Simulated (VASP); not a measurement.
System: Cu.

Input

```
SYSTEM = Cu
  ALGO = Normal
  EDIFF = 1E-6
  ENCUT = 520
  GGA = PS
  ISIF = 2
  ISMEAR = 0
  LASPH = .True.
  LCHARG = .True.
  LELF = .True.
  LREAL = .False.
  LVHAR = .True.
  LWAVE = .False.
  NBANDS = 18
  NELM = 100
  PREC = Accurate
  SIGMA = 0.1
```

Run with:

```sh
cat potpaw_PBE.64/Cu/POTCAR > POTCAR
mpirun -np 1 vasp_std > vasp.out
```

Below, planes, directions and counts refer to the conventional cell (a = 2.54 Å, b = 4.16 Å, c = 8.99 Å, α = 90.00°, β = 90.00°, γ = 90.00°).

Space group Fmmm; a generated structure, not necessarily the stable one.

Level of theory: Kohn-Sham DFT of a periodic cell, PBEsol, VASP PAW PBE potentials, recommended in VASP 6.6.1.

Q: Predict the valence pseudo-density and electron localisation function between the atoms.

A: Cu–Cu (2.44 Å): the density is about 0.31 e/Å³ at the midpoint; the ELF is about 0.25 at the midpoint; no localised pair shows between them.
Cu–Cu (2.54 Å): ρ at the midpoint is about 0.28 e/Å³; the ELF is about 0.25 at the midpoint; no shared electron pair shows on this line.

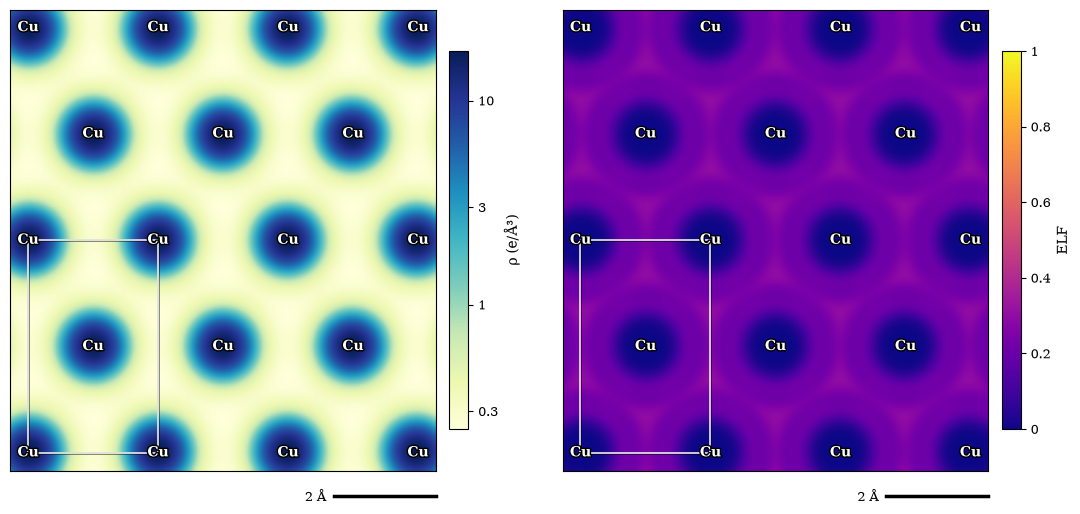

Computed valence pseudo-density and electron localisation function on the (001) plane of the conventional cell, in this order. 

The density is the valence pseudo-density of a PAW calculation; it isn't the true density close to the nuclei.
